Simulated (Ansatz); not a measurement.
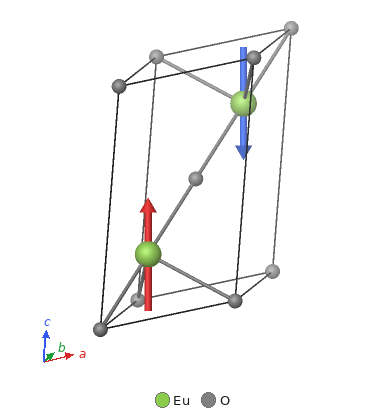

The figure gives a ball-and-stick picture of the atoms, viewed slightly off an axis. The parallelepiped is the cell (the run's own, in a reduced setting). Arrows are the site magnetic moments above 0.25 μB (those induced on non-metal atoms are left out); longer means larger, and red and blue are up and down (without spin-orbit coupling the axis itself is arbitrary).

This is the state reached for EuO. Theory: DFT LDA+U, scalar-relativistic, plane waves, PAW in Ansatz. Numerical settings: 420 eV cutoff, k-points about 0.21 Å⁻¹ apart, Gaussian smearing of 0.05 eV, U_eff = 6.00 eV on Eu f, collinear spins.

### Read the magnetic state from the picture.

Antiferromagnetic (within this cell). Site moments: 1 Eu +6.7 μB and 1 Eu −6.7 μB. The net spin moment of the whole cell is 0.0 μB.

Starting structure: a structure type known for this compound. Earlier steps of the study may have refined or changed the cell and positions. It was run through Ansatz as a DFT input.

At this level of theory the cell isn't at rest (stretched, at -6 GPa), so its distances can differ from those at equilibrium, the more so the softer the solid, and its magnetic state may change on relaxation.
